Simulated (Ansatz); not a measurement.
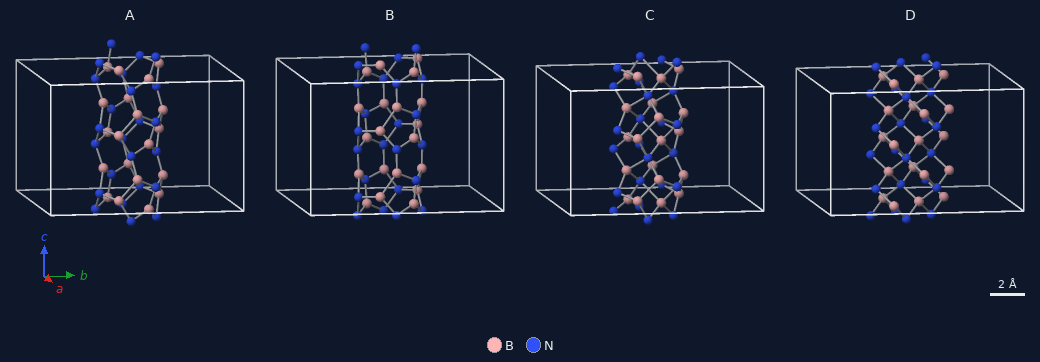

4 geometries from one relaxation of a wire of composition BN, in shuffled order. A ball-and-stick model of the 2 repeat of the cell, with the vacuum cut short, seen slightly off an axis.

Case: wire along [0 0 1], 16 atoms a period.

Computed with DFT PBE, scalar-relativistic, plane waves, PAW (Ansatz 0.2.0). (plane-wave cutoff 420 eV; k-point mesh 1 × 1 × 9; occupations gaussian; smearing width 0.05 eV; collinear spin; cell relaxed at fixed a, b, alpha, beta, gamma; force threshold 0.02 eV/Å; at most 45 steps)

> Put them in the order of the run, from the start to the converged end.

D, C, A, B. They are steps 0, 5, 9, 21, at +14.769 eV per cell of the calculation, +4.979 eV per cell of the calculation, +1.940 eV per cell of the calculation relative to the last. The atom that moves furthest relative to the layer's centre is an N atom (1.15 Å). By element the largest moves are N 1.15 Å, B 1.08 Å. Along the periodic axis the drawn cell goes c 7.249 → 7.826 Å (+8.0 %). Near-neighbour distances that change, for instance: B–N 1.570 → 3.693 Å, B–N 1.570 → 3.198 Å, N–N 2.563 → 1.519 Å, B–B 2.563 → 1.715 Å. New bonds form, among them: B–B (2.56 → 1.72 Å), N–N (2.56 → 1.52 Å). Bonds break, among them: B–N (1.57 → 3.20 Å), B–N (1.57 → 3.69 Å). Bond angles that change, for instance: N–B–N 109.5° → 144.0°, B–N–B 109.5° → 139.2°, N–B–N 109.5° → 130.9°. Over 19 accepted moves (21 points after the start) the energy falls by 14.769 eV per cell of the calculation. Largest force component: 5.3 eV/Å at the start, 0.018 eV/Å at the end. The SCF was repeated twice at an unchanged geometry on a basis and grid sized afresh for the cell, which shifted the energy by 69.9 meV per cell of the calculation at most. The program noted that the starting moments weren't kept. The run may lie on a higher electronic state than the lowest, so the end point isn't shown to be the ground-state structure.
